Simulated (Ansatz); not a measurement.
Consider FeO.

```
Fe O
1.0
     4.31080    0.00000    0.00000
     0.00000    4.31080    0.00000
     0.00000    0.00000    4.31080
Fe O
4 4
Direct
  0.00000 0.00000 0.00000
  0.50000 0.50000 0.00000
  0.50000 0.00000 0.50000
  0.00000 0.50000 0.50000
  0.50000 0.00000 0.00000
  0.00000 0.50000 0.00000
  0.00000 0.00000 0.50000
  0.50000 0.50000 0.50000
```

Space group Fm-3m; spin-polarised.

Level of theory: Ansatz, Kohn-Sham DFT of a periodic cell, PBE, Ansatz PAW.

Q: What can the converged valence pseudo-density, electron localisation function and spin density tell about the bonding?

A: Fe–O (2.16 Å): ρ is about 0.4 e/Å³ halfway; the ELF peaks at about 0.80 in the valence shell of O, 0.6 Å from its nucleus, and is about 0.15 at the midpoint (no localised pair shows between them).
The spin density sits on Fe: +3.4 μB (×4) in one cell of 8 atoms, with smaller moments on other sites: O (up to +0.32 μB): parallel main moments, as they must be, since the calculation's own cell holds one magnetic site. The cell of the calculation (2 atoms) carries 4.0 μB of net spin moment.

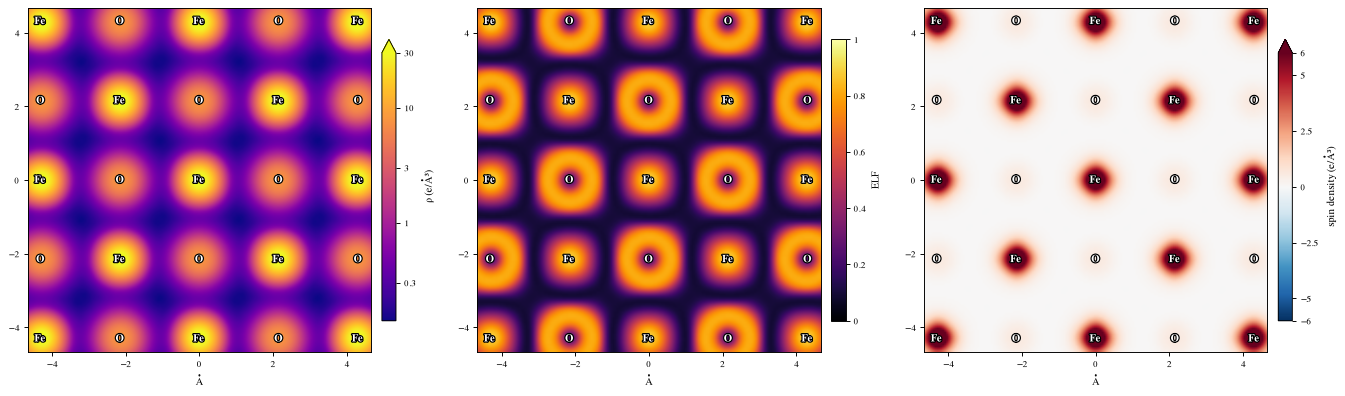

Computed valence pseudo-density, electron localisation function and spin density on the (010) plane of the conventional cell, in this order. 

Core electrons are frozen (PAW), and the valence fields are smoothed inside the atomic spheres.
